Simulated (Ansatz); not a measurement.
A series of calculations on Al7N8 and related structures

## 1. Relaxation

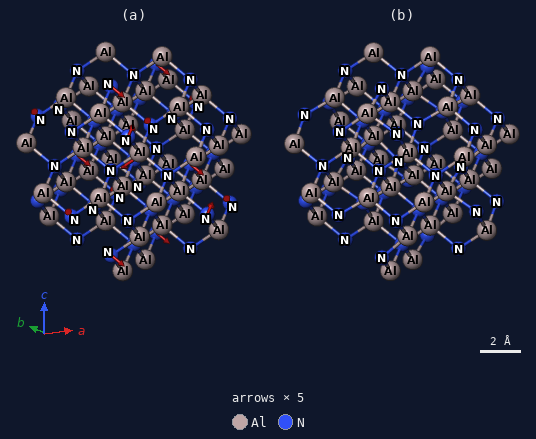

The structure of a defect cell of composition Al$_{7}$N$_{8}$ before (left) and after (right) a relaxation, at one scale. The red arrows give the displacements, magnified 5 times.

Style: ball-and-stick. Shown: the atoms within 5.8 Å of the atom that moves most (axes of the conventional cell (4 times the calculation's cell) (origin shifted)), slightly off an axis. Lengths and directions refer to the drawn axes.

Case: Al vacancy, atoms relaxed.

Level of theory: DFT PBE, scalar-relativistic, plane waves, PAW (Ansatz 0.2.0).

Input
```yaml
crystal:
  lattice:
    - [-4.4031742003, 0.0, 4.4031742003]
    - [-4.4031742003, -4.4031742003, 0.0]
    - [0.0, -4.4031742003, 4.4031742003]
  atoms:
    - { symbol: Al, position: [0.0, 0.0, 0.5] }
    - { symbol: Al, position: [0.0, 0.5, 0.0] }
    - { symbol: Al, position: [0.0, 0.0, 0.0] }
    - { symbol: Al, position: [0.5, 0.5, 0.5] }
    - { symbol: Al, position: [0.5, 0.0, 0.5] }
    - { symbol: Al, position: [0.5, 0.5, 0.0] }
    - { symbol: Al, position: [0.5, 0.0, 0.0] }
    - { symbol: "N", position: [0.375, 0.375, 0.375] }
    - { symbol: "N", position: [0.375, 0.875, 0.375] }
    - { symbol: "N", position: [0.375, 0.375, 0.875] }
    - { symbol: "N", position: [0.375, 0.875, 0.875] }
    - { symbol: "N", position: [0.875, 0.375, 0.375] }
    - { symbol: "N", position: [0.875, 0.875, 0.375] }
    - { symbol: "N", position: [0.875, 0.375, 0.875] }
    - { symbol: "N", position: [0.875, 0.875, 0.875] }
basis:
  ecutwfc: 420
kpoints:
  mp_grid: { grid: [4, 4, 4] }
hamiltonian:
  xc: pbe
scf:
  occupations: { method: gaussian, width: 0.05 }
output:
  forces: true
  stress: true
  eigenvalues: true
relax:
  adjacent_minimum: "off"
  f_tol: 0.02
  max_steps: 50
```

Run as
```bash
ansatz run input.yaml --threads 4 --pin off --max-ram 9216MiB --backend cpu --events-out ev --progress --plain --runs-dir out
```

**Describe what moved and what it gained.**

After 3 accepted moves (4 points after the start) the energy has fallen by 0.748 eV per cell of the calculation. Largest force component: 0.97 eV/Å at the start, 0.0052 eV/Å at the end. 1 step only repeated the SCF at the same geometry. The largest moves, 0.18 Å, are those of N8, N12, N13 and N14. N12 goes along [−1 1 −1]. By element the largest moves are N 0.18 Å, Al 0.03 Å. The cell doesn't change. Near-neighbour distances that change, for instance: Al1–N12 1.907 → 1.875 Å, Al1–N15 1.907 → 1.888 Å. Bond angles that change, for instance: N8–Al6–N14 109.5° → 97.2°, Al2–N14–Al3 109.5° → 114.9°, N8–Al6–N10 109.5° → 112.0°.

Limits of the set-up: the cell has an odd number of electrons but was run without spin polarisation; the periodic images lie only 6.2 Å apart, so the values are limited by the cell's size.

## 2. Relaxation

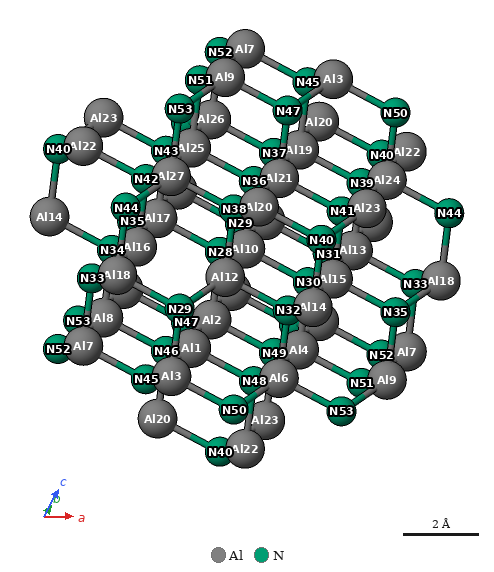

Starting structure of a defect cell of composition Al$_{27}$N$_{26}$ (cell charge +1) (coarse preliminary run). Style: ball-and-stick. Shown: the atoms within 5.8 Å of the atom that moves most (axes of the cell of the calculation), from a free direction.

Case: N vacancy (site c), charge +1, atoms relaxed at the host's cell.

The calculation used Ansatz 0.2.0, DFT PBE, scalar-relativistic, plane waves, PAW.

Set-up: plane-wave cutoff 420 eV; k-point mesh 1 × 1 × 1; occupations gaussian; smearing width 0.01 eV; no spin polarisation; atoms relaxed in a fixed cell; force threshold 0.025 eV/Å; at most 45 steps.

```
Al N
1.0
     6.60476    0.00000    6.60476
     6.60476    6.60476    0.00000
     0.00000    6.60476    6.60476
Al N
27 26
Direct
  0.33365 0.33365 0.99906
  0.33414 0.66637 0.99975
  0.33414 0.99975 0.99975
  0.66637 0.33414 0.99975
  0.66670 0.66670 0.99989
  0.66637 0.99975 0.99975
  0.99975 0.33414 0.99975
  0.99975 0.66637 0.99975
  0.00000 0.00000 0.00000
  0.33365 0.33365 0.33365
  0.33379 0.66621 0.33379
  0.33365 0.99906 0.33365
  0.66621 0.33379 0.33379
  0.66621 0.66621 0.33379
  0.66637 0.99975 0.33414
  0.99906 0.33365 0.33365
  0.99975 0.66637 0.33414
  0.99975 0.99975 0.33414
  0.33379 0.33379 0.66621
  0.33379 0.66621 0.66621
  0.33414 0.99975 0.66637
  0.66621 0.33379 0.66621
  0.66670 0.66670 0.66670
  0.66670 0.99989 0.66670
  0.99975 0.33414 0.66637
  0.99989 0.66670 0.66670
  0.99975 0.99975 0.66637
  0.24981 0.58398 0.24981
  0.24981 0.91640 0.24981
  0.58398 0.24981 0.24981
  0.58333 0.58333 0.25001
  0.58398 0.91640 0.24981
  0.91640 0.24981 0.24981
  0.91640 0.58398 0.24981
  0.91659 0.91659 0.25024
  0.24981 0.24981 0.58398
  0.25001 0.58333 0.58333
  0.24981 0.91640 0.58398
  0.58333 0.25001 0.58333
  0.58333 0.58333 0.58333
  0.58368 0.91632 0.58368
  0.91640 0.24981 0.58398
  0.91632 0.58368 0.58368
  0.91632 0.91632 0.58368
  0.24981 0.24981 0.91640
  0.24981 0.58398 0.91640
  0.25024 0.91659 0.91659
  0.58398 0.24981 0.91640
  0.58368 0.58368 0.91632
  0.58368 0.91632 0.91632
  0.91659 0.25024 0.91659
  0.91632 0.58368 0.91632
  0.91659 0.91659 0.91659
```

Where does the relaxation end?

Answer. The largest moves, 0.062 Å, are those of Al1, Al10, Al12 and Al16. Al10 goes along [1 1 1]. By element the largest moves are Al 0.062 Å, N 0.009 Å. The lattice vectors keep their values. Some distances before and after: Al10–N28 1.909 → 1.885 Å, Al11–N28 1.908 → 1.919 Å, Al15–N35 1.908 → 1.901 Å. Among the angles between lasting bonds that change: Al13–N33–Al16 109.0° → 106.9°. After 3 accepted moves (4 points after the start) the energy has fallen by 0.181 eV per cell of the calculation. The largest force component goes from 0.61 to 0.0042 eV/Å. 1 step only repeated the SCF at the same geometry. Cost: 9 s on 4 threads of Intel(R) Xeon(R) CPU @ 2.60GHz (Ice Lake), on a shared host, peak memory 0.71 GiB.

After the run, drawn alike:

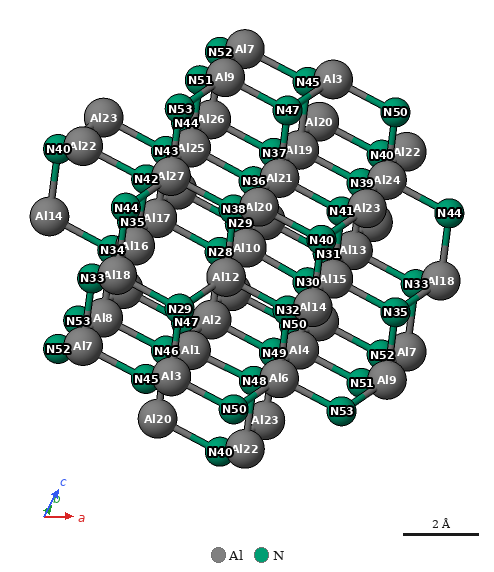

Limits of the set-up: the cell is charged, on a uniform background, and energies carry no finite-size correction.

## 3. Defect

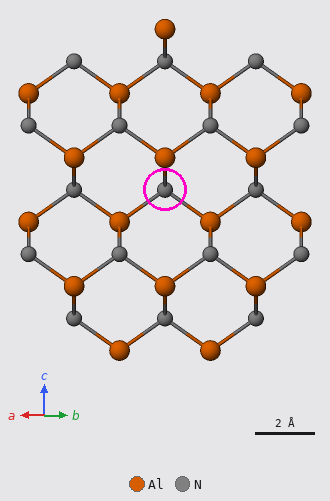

Perfect AlN. The picture is a ball-and-stick view of the atoms within 6.0 Å of one point, in a slice 3.4 Å thick across the line of sight, seen along [110].

Method: DFT PBE, scalar-relativistic, plane waves, PAW in Ansatz. (plane-wave cutoff 420 eV; k-point mesh 1 × 1 × 1; occupations gaussian; smearing width 0.01 eV; collinear spin) The cell is small and the k-mesh coarse, so the numbers are rough. The axes drawn are those of the host's conventional cell.

A nitrogen atom is taken out (a vacancy) at the ringed place, in charge state 0. The supercell has 54 sites, and the atoms are relaxed at the host's cell.

### How do the neighbours respond?

Around the empty N site the host had 4 Al at 1.91 Å; after relaxation the nearest atoms are 4 Al at 1.91 to 1.92 Å. Of the host's atoms, an aluminium atom moves furthest from its site, by 0.01 Å. Relaxing the atoms from the host's sites lowers the energy by 0.01 eV. At a tolerance of 0.02 Å the relaxed supercell has space group F-43m.

The relaxed defect, seen from the same direction:

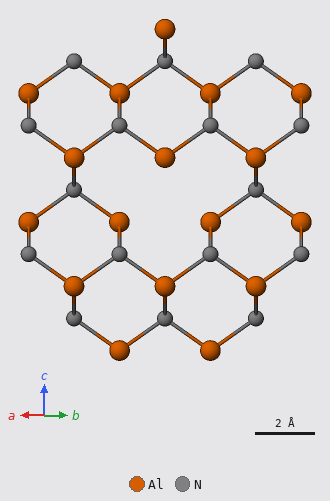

## 4. Vacancy jump

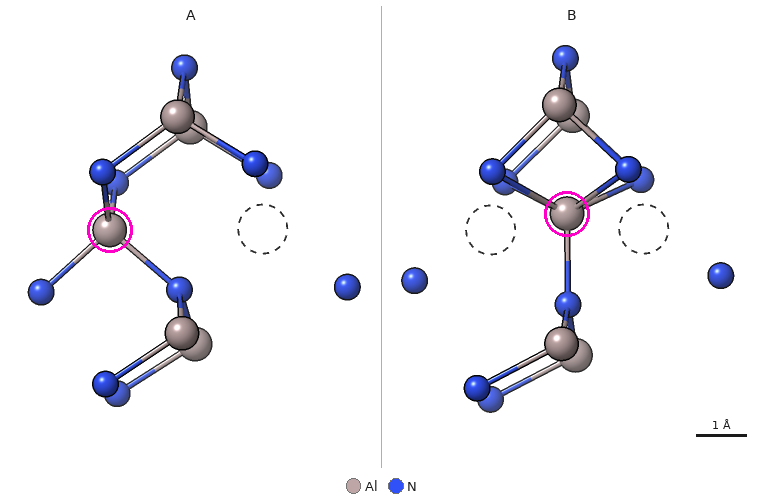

A vacancy jump of aluminium in AlN (F-43m phase), in a neutral cell with 15 atoms, whose images lie 6.2 Å apart. One frame is the relaxed vacancy; in the other the neighbouring Al atom (ringed) was set half-way along its jump of 3.11 Å and all atoms were relaxed in the symmetry of that start. Dashed circles mark empty sites. Style: ball-and-stick. Shown: the slice 3.8 Å thick through the jump, out to 4.0 Å from its middle, across the jump.

These are results of DFT PBE, scalar-relativistic, plane waves, PAW in Ansatz, not measurements. Set-up: plane-wave cutoff 420 eV; k-point mesh 4 × 4 × 4; occupations gaussian; smearing width 0.05 eV; no spin polarisation; atoms relaxed in a fixed cell; force threshold 0.02 eV/Å.

What does the half-way point cost?

Frame B is the half-way start after relaxation. It lies 2.63 eV above the relaxed vacancy. The atom stays half-way, bowed 0.34 Å off the straight line. The symmetry of the start was kept and can hold it there, so for a path with one hump at the middle this is the barrier or an upper bound to it. There it has 1 N as nearest neighbours, the closest at 1.85 Å. Both cells are metallic on the mesh.

Limits of the set-up: the cell has an odd number of electrons but was run without spin polarisation; the periodic images lie only 6.2 Å apart, so the values are limited by the cell's size.
